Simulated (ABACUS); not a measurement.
## BN: geometry relaxation (part 2 of 3)

BN (F-43m, 2 atoms in the cell); Kohn-Sham DFT of a periodic cell, HCTH407, SSSP 1.3 efficiency PBE, no spin polarisation (ABACUS 3.10.1); cutoff 748.31 eV, 10×10×10 k-mesh, fermi-dirac of 0.05 eV. The structure derives from a Materials Project entry.

Geometry of the input (Å; fractional positions):
```
0.0000  1.8130  1.8130
1.8130  0.0000  1.8130
1.8130  1.8130  0.0000
N  0.2500  0.2500  0.2500
B  0.0000  0.0000  0.0000
```

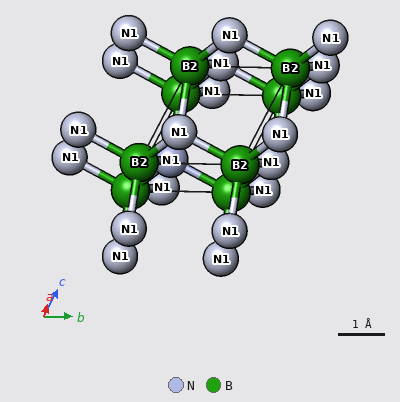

**Figure 1.** The geometry at step 1 of the log (ball-and-stick view of the cell of the calculation, seen at an oblique angle; neighbours outside the cell are drawn fainter; atoms are numbered from 1 in the order of the input).

**Output, continued**
```
----------------------------------------------------------

 PW ALGORITHM --------------- ION=   1  ELEC=   6--------------------------------

 Density error is 3.23886572655e-08
                          Error Threshold = 7.66269792696e-08
----------------------------------------------------------
     Energy           Rydberg                 eV
----------------------------------------------------------
 E_KohnSham     -26.9536286339       -366.7229311964
 E_Harris       -26.9538304256       -366.7256767135
 E_Fermi        1.0490016947         14.2724002595
----------------------------------------------------------

 PW ALGORITHM --------------- ION=   1  ELEC=   7--------------------------------

 Density error is 1.99794975696e-08
                          Error Threshold = 4.04858215819e-10
----------------------------------------------------------
     Energy           Rydberg                 eV
----------------------------------------------------------
 E_KohnSham     -26.9536287044       -366.7229321567
 E_Harris       -26.9533094113       -366.7185879509
 E_Fermi        1.0489902469         14.2722445044
----------------------------------------------------------

 PW ALGORITHM --------------- ION=   1  ELEC=   8--------------------------------

 Density error is 6.05757833763e-10
                          Error Threshold = 2.4974371962e-10
----------------------------------------------------------
     Energy           Rydberg                 eV
----------------------------------------------------------
 E_KohnSham     -26.9536287075       -366.7229321981
 E_KS(sigma->0) -26.9536287075       -366.7229321981
 E_Harris       -26.9535722592       -366.7221641802
 E_band         1.6625852351         22.6206326077
 E_one_elec     4.4149903947         60.0690259838
 E_Hartree      3.7159924057         50.5586704425
 E_xc           -8.8237487060        -120.0532601218
 E_Ewald        -26.2608628019       -357.2973685026
 E_entropy(-TS) -0.0000000000        -0.0000000000
 E_descf        0.0000000000         0.0000000000
 E_exx          0.0000000000         0.0000000000
 E_Fermi        1.0490024755         14.2724108834
----------------------------------------------------------

 charge density convergence is achieved
 final etot is -366.7229322 eV
 EFERMI = 14.272410883 eV

 STATE ENERGY(eV) AND OCCUPATIONS    NSPIN == 1
[... levels at 12 further k points ...]

------------------------------------------------------------------------------------------
 TOTAL-FORCE (eV/Angstrom)
------------------------------------------------------------------------------------------
                        N1         0.0000000000         0.0000000000         0.0000000000
                        B1         0.0000000000         0.0000000000         0.0000000000
------------------------------------------------------------------------------------------

----------------------------------------------------------------
 TOTAL-STRESS (KBAR)
----------------------------------------------------------------
      -111.7395888310        -0.0000000000         0.0000000000
        -0.0000000000      -111.7395888310         0.0000000000
        -0.0000000000         0.0000000000      -111.7395888310
----------------------------------------------------------------
 TOTAL-PRESSURE: -111.739589 KBAR

 Largest gradient in force is 0.000000 eV/A.
 Threshold is 0.010000 eV/A.

 Largest gradient in stress is 111.739589 kbar.
 Threshold is 1.000000 kbar.

 Relaxation is not converged yet!
DIRECT COORDINATES
    atom                   x                   y                   z     mag                  vx                  vy                  vz
taud_N1            0.2500000000        0.2500000000        0.2500000000  0.0000        0.0000000000        0.0000000000        0.0000000000
taud_B1            0.0000000000        0.0000000000        0.0000000000  0.0000        0.0000000000        0.0000000000        0.0000000000

                          Volume (Bohr^3) = 75.519760
                             Volume (A^3) = 11.190860

 Lattice vectors: (Cartesian coordinate: in unit of a_0)
            -0.000000           +1.775326           +1.775326
            +1.775326           +0.000000           +1.775326
            +1.775326           +1.775326           +0.000000
 Reciprocal vectors: (Cartesian coordinate: in unit of 2 pi/a_0)
            -0.281638           +0.281638           +0.281638
            +0.281638           -0.281638           +0.281638
            +0.281638           +0.281638           -0.281638

 -------------------------------------------
 STEP OF RELAXATION : 2
 -------------------------------------------

[... set-up of the moved cell ...]

 PW ALGORITHM --------------- ION=   2  ELEC=   1--------------------------------
 Notice: Threshold on eigenvalues was too large.
 hsover_error=0.080000 > DRHO=0.000273
 Origin diag ethr = 0.010000
 New diag ethr = 0.000003

 Density error is 0.000286583308
                          Error Threshold = 0.000003410007
----------------------------------------------------------
     Energy           Rydberg                 eV
----------------------------------------------------------
 E_KohnSham     -26.9535260400       -366.7215353352
 E_Harris       -26.9277010659       -366.3701685365
 E_Fermi        1.1433540150         15.5561294354
----------------------------------------------------------

[... 3 further cycles ...]
 PW ALGORITHM --------------- ION=   2  ELEC=   5--------------------------------

 Density error is 0.000000009998
                          Error Threshold = 0.000000001148
----------------------------------------------------------
     Energy           Rydberg                 eV
----------------------------------------------------------
 E_KohnSham     -26.9535487747       -366.7218446568
 E_KS(sigma->0) -26.9535487747       -366.7218446568
 E_Harris       -26.9533167167       -366.7186873460
 E_band         2.0614892592         28.0480002914
 E_one_elec     5.1942323929         70.6711572794
 E_Hartree      3.5919724852         48.8712928583
 E_xc           -8.9215901895        -121.3844617975
 E_Ewald        -26.8181634634       -364.8798329971
 E_entropy(-TS) -0.0000000000        -0.0000000001
 E_descf        0.0000000000         0.0000000000
 E_exx          0.0000000000         0.0000000000
 E_Fermi        1.1477651412         15.6161458867
----------------------------------------------------------

 charge density convergence is achieved
 final etot is -366.72184465683 eV
 EFERMI = 15.61614588673 eV

 STATE ENERGY(eV) AND OCCUPATIONS    NSPIN == 1
[... levels at 12 further k points ...]

------------------------------------------------------------------------------------------
 TOTAL-FORCE (eV/Angstrom)
------------------------------------------------------------------------------------------
                        N1         0.0000000000         0.0000000000         0.0000000000
                        B1         0.0000000000         0.0000000000         0.0000000000
------------------------------------------------------------------------------------------

----------------------------------------------------------------
 TOTAL-STRESS (KBAR)
----------------------------------------------------------------
       128.7032319549         0.0000000000         0.0000000000
        -0.0000000000       128.7032319549         0.0000000000
        -0.0000000000        -0.0000000000       128.7032319549
----------------------------------------------------------------
 TOTAL-PRESSURE: 128.703232 KBAR

 Largest gradient in force is 0.000000 eV/A.
 Threshold is 0.010000 eV/A.

 Largest gradient in stress is 128.703232 kbar.
 Threshold is 1.000000 kbar.

 Relaxation is not converged yet!
DIRECT COORDINATES
    atom                   x                   y                   z     mag                  vx                  vy                  vz
taud_N1            0.2500000000        0.2500000000        0.2500000000  0.0000        0.0000000000        0.0000000000        0.0000000000
taud_B1            0.0000000000        0.0000000000        0.0000000000  0.0000        0.0000000000        0.0000000000        0.0000000000

                          Volume (Bohr^3) = 77.975563
                             Volume (A^3) = 11.554772

 Lattice vectors: (Cartesian coordinate: in unit of a_0)
            +0.000000           +1.794364           +1.794364
            +1.794364           +0.000000           +1.794364
            +1.794364           +1.794364           +0.000000
 Reciprocal vectors: (Cartesian coordinate: in unit of 2 pi/a_0)
            -0.278650           +0.278650           +0.278650
            +0.278650           -0.278650           +0.278650
            +0.278650           +0.278650           -0.278650

 -------------------------------------------
 STEP OF RELAXATION : 3
 -------------------------------------------

[... set-up of the moved cell ...]

 PW ALGORITHM --------------- ION=   3  ELEC=   1--------------------------------
 Notice: Threshold on eigenvalues was too large.
 hsover_error=0.080000 > DRHO=0.000631
 Origin diag ethr = 0.010000
 New diag ethr = 0.000008

 Density error is 0.000638156878
                          Error Threshold = 0.000007890492
----------------------------------------------------------
     Energy           Rydberg                 eV
----------------------------------------------------------
 E_KohnSham     -26.9545357594       -366.7352732720
 E_Harris       -26.9938783648       -367.2705568803
 E_Fermi        1.1038767825         15.0190141323
----------------------------------------------------------

[... 4 further cycles ...]
 PW ALGORITHM --------------- ION=   3  ELEC=   6--------------------------------

 Density error is 0.000000000301
                          Error Threshold = 0.000000000339
----------------------------------------------------------
     Energy           Rydberg                 eV
----------------------------------------------------------
 E_KohnSham     -26.9545895330       -366.7360048995
 E_KS(sigma->0) -26.9545895330       -366.7360048995
 E_Harris       -26.9546266566       -366.7365099925
 E_band         1.8563928537         25.2575205364
 E_one_elec     4.7958254302         65.2505524643
 E_Hartree      3.6545722097         49.7230058041
 E_xc           -8.8713739371        -120.7012346333
 E_Ewald        -26.5336132358       -361.0083285345
 E_entropy(-TS) -0.0000000000        -0.0000000000
 E_descf        0.0000000000         0.0000000000
 E_exx          0.0000000000         0.0000000000
 E_Fermi        1.0970134089         14.9256331432
----------------------------------------------------------

 charge density convergence is achieved
 final etot is -366.73600489948 eV
 EFERMI = 14.92563314321 eV

 STATE ENERGY(eV) AND OCCUPATIONS    NSPIN == 1
 1/12 kpoint (Cartesian) = 0.00000 0.00000 0.00000 (537 pws)
       1      -9.277282       0.002000
       2      11.077236       0.002000
       3      11.077236       0.002000
       4      11.077236       0.002000
       5      20.104929       0.000000
       6      20.104929       0.000000
       7      20.104929       0.000000
       8      22.074446       0.000000

 2/12 kpoint (Cartesian) = 0.02787 0.02787 0.02787 (540 pws)
       1      -9.033312       0.016000
       2       9.811805       0.016000
       3      10.819803       0.016000
       4      10.819803       0.016000
       5      20.467799       0.000000
       6      20.495695       0.000000
       7      20.495695       0.000000
       8      22.788242       0.000000

 3/12 kpoint (Cartesian) = 0.05573 0.05573 0.05573 (552 pws)
       1      -8.315216       0.016000
       2       7.093488       0.016000
       3      10.240287       0.016000
       4      10.240287       0.016000
       5      20.945121       0.000000
       6      21.308921       0.000000
       7      21.308921       0.000000
       8      24.393611       0.000000

 4/12 kpoint (Cartesian) = 0.08360 0.08360 0.08360 (561 pws)
       1      -7.181382       0.016000
       2       4.126415       0.016000
       3       9.652473       0.016000
       4       9.652473       0.016000
       5      21.338223       0.000000
       6      21.899672       0.000000
       7      21.899672       0.000000
       8      25.821662       0.000000

 5/12 kpoint (Cartesian) = 0.11146 0.11146 0.11146 (559 pws)
       1      -5.834881       0.016000
       2       1.568910       0.016000
       3       9.247219       0.016000
       4       9.247219       0.016000
       5      21.608575       0.000000
       6      22.064435       0.000000
       7      22.064435       0.000000
       8      26.678793       0.000000

 6/12 kpoint (Cartesian) = 0.13933 0.13933 0.13933 (568 pws)
       1      -5.055783       0.008000
       2       0.370777       0.008000
       3       9.105151       0.008000
       4       9.105151       0.008000
       5      21.703396       0.000000
       6      22.064650       0.000000
       7      22.064650       0.000000
       8      26.958131       0.000000

[... levels at 6 further k points ...]

------------------------------------------------------------------------------------------
 TOTAL-FORCE (eV/Angstrom)
------------------------------------------------------------------------------------------
                        N1         0.0000000000         0.0000000000         0.0000000000
                        B1         0.0000000000         0.0000000000         0.0000000000
------------------------------------------------------------------------------------------

----------------------------------------------------------------
 TOTAL-STRESS (KBAR)
----------------------------------------------------------------
        -0.6501299228         0.0000000000        -0.0000000000
        -0.0000000000        -0.6501299228        -0.0000000000
        -0.0000000000        -0.0000000000        -0.6501299228
----------------------------------------------------------------
 TOTAL-PRESSURE: -0.650130 KBAR

 Largest gradient in force is 0.000000 eV/A.
 Threshold is 0.010000 eV/A.

 Largest gradient in stress is 0.650130 kbar.
 Threshold is 1.000000 kbar.

 Relaxation is converged!

 --------------------------------------------
 !FINAL_ETOT_IS -366.7360048994771091 eV
 --------------------------------------------
```

**Standard output**
```
ABACUS v3.10.1

               Atomic-orbital Based Ab-initio Computation at UStc

 dft_functional readin is: GGA_XC_HCTH_407
 dft_functional in pseudopot file is: PBE
 Please make sure this is what you need
 dft_functional readin is: GGA_XC_HCTH_407
 dft_functional in pseudopot file is: PBE
 Please make sure this is what you need
 UNIFORM GRID DIM        : 24 * 24 * 24
 UNIFORM GRID DIM(BIG)   : 36 * 36 * 36
 UNIFORM GRID DIM(DENSE) : 36 * 36 * 36
func,idGGA_XC_HCTH_407 164
 ---------------------------------------------------------
 Cell relaxation calculations
 ---------------------------------------------------------
 SPIN    KPOINTS         PROCESSORS  THREADS
 1       47              4           4
 ---------------------------------------------------------
 Use plane wave basis
 ---------------------------------------------------------
 ELEMENT NATOM       XC
 N       1
 B       1
 ---------------------------------------------------------
 Initial plane wave basis and FFT box
 ---------------------------------------------------------
 -------------------------------------------
 STEP OF RELAXATION : 1
 -------------------------------------------
 START CHARGE      : atomic
 ITER       ETOT/eV          EDIFF/eV         DRHO     TIME/s
 DA1     -3.65815500e+02   0.00000000e+00   2.4338e-01   0.14
 DA2     -3.66536697e+02  -7.21197495e-01   6.5454e-02   0.12
 DA3     -3.66716705e+02  -1.80007562e-01   2.2468e-03   0.11
 DA4     -3.66722366e+02  -5.66147809e-03   1.3938e-04   0.13
 DA5     -3.66722908e+02  -5.41187414e-04   6.1302e-06   0.13
 DA6     -3.66722931e+02  -2.36283946e-05   3.2389e-08   0.13
 DA7     -3.66722932e+02  -9.60322751e-07   1.9979e-08   0.16
 DA8     -3.66722932e+02  -4.13531564e-08   6.0576e-10   0.13
----------------------------------------------------------------
 TOTAL-STRESS (KBAR)
----------------------------------------------------------------
      -111.7395888310        -0.0000000000         0.0000000000
        -0.0000000000      -111.7395888310         0.0000000000
        -0.0000000000         0.0000000000      -111.7395888310
----------------------------------------------------------------
 TOTAL-PRESSURE: -111.739589 KBAR

 ETOT DIFF (eV)       : 0.000000
 LARGEST GRAD (eV/A)  : 0.000000
 -------------------------------------------
 STEP OF RELAXATION : 2
 -------------------------------------------
 ITER       ETOT/eV          EDIFF/eV         DRHO     TIME/s
 DA1     -3.66721535e+02   0.00000000e+00   2.8658e-04   0.24
 DA2     -3.66721763e+02  -2.27233255e-04   2.7471e-05   0.10
 DA3     -3.66721834e+02  -7.14646908e-05   2.1596e-06   0.13
 DA4     -3.66721844e+02  -9.75887545e-06   9.1841e-08   0.13
 DA5     -3.66721845e+02  -8.64851274e-07   9.9985e-09   0.16
----------------------------------------------------------------
 TOTAL-STRESS (KBAR)
----------------------------------------------------------------
       128.7032319549         0.0000000000         0.0000000000
        -0.0000000000       128.7032319549         0.0000000000
        -0.0000000000        -0.0000000000       128.7032319549
----------------------------------------------------------------
 TOTAL-PRESSURE: 128.703232 KBAR

 ETOT DIFF (eV)       : 0.001088
 LARGEST GRAD (eV/A)  : 0.000000
 -------------------------------------------
 STEP OF RELAXATION : 3
 -------------------------------------------
 ITER       ETOT/eV          EDIFF/eV         DRHO     TIME/s
 DA1     -3.66735273e+02   0.00000000e+00   6.3816e-04   0.26
 DA2     -3.66735812e+02  -5.38591730e-04   6.3180e-05   0.18
 DA3     -3.66735978e+02  -1.66362768e-04   5.5213e-06   0.25
 DA4     -3.66736003e+02  -2.45071867e-05   2.3241e-07   0.23
 DA5     -3.66736005e+02  -2.10650503e-06   2.7092e-08   0.26
 DA6     -3.66736005e+02  -5.93262619e-08   3.0093e-10   0.24
----------------------------------------------------------------
 TOTAL-STRESS (KBAR)
----------------------------------------------------------------
        -0.6501299228         0.0000000000        -0.0000000000
        -0.0000000000        -0.6501299228        -0.0000000000
        -0.0000000000        -0.0000000000        -0.6501299228
----------------------------------------------------------------
 TOTAL-PRESSURE: -0.650130 KBAR

 ETOT DIFF (eV)       : -0.014160
 LARGEST GRAD (eV/A)  : 0.000000
```

**Trajectory as extended XYZ (Å, eV, eV/Å), 3 frames, from step=0 to step=2**
```
2
Lattice="0.0000 1.8130 1.8130 1.8130 0.0000 1.8130 1.8130 1.8130 0.0000" Properties=species:S:1:pos:R:3:forces:R:3 step=0 energy=-366.72293 pressure_GPa=-11.17
N     0.9065    0.9065    0.9065    0.0000   0.0000   0.0000
B     0.0000    0.0000    0.0000    0.0000   0.0000   0.0000
2
Lattice="-0.0000 1.7753 1.7753 1.7753 0.0000 1.7753 1.7753 1.7753 0.0000" Properties=species:S:1:pos:R:3:forces:R:3 step=1 energy=-366.72184 pressure_GPa=12.87
N     0.8877    0.8877    0.8877    0.0000   0.0000   0.0000
B     0.0000    0.0000    0.0000    0.0000   0.0000   0.0000
2
Lattice="0.0000 1.7944 1.7944 1.7944 0.0000 1.7944 1.7944 1.7944 0.0000" Properties=species:S:1:pos:R:3:forces:R:3 step=2 energy=-366.73600 pressure_GPa=-0.07
N     0.8972    0.8972    0.8972    0.0000   0.0000   0.0000
B     0.0000    0.0000    0.0000    0.0000   0.0000   0.0000
```
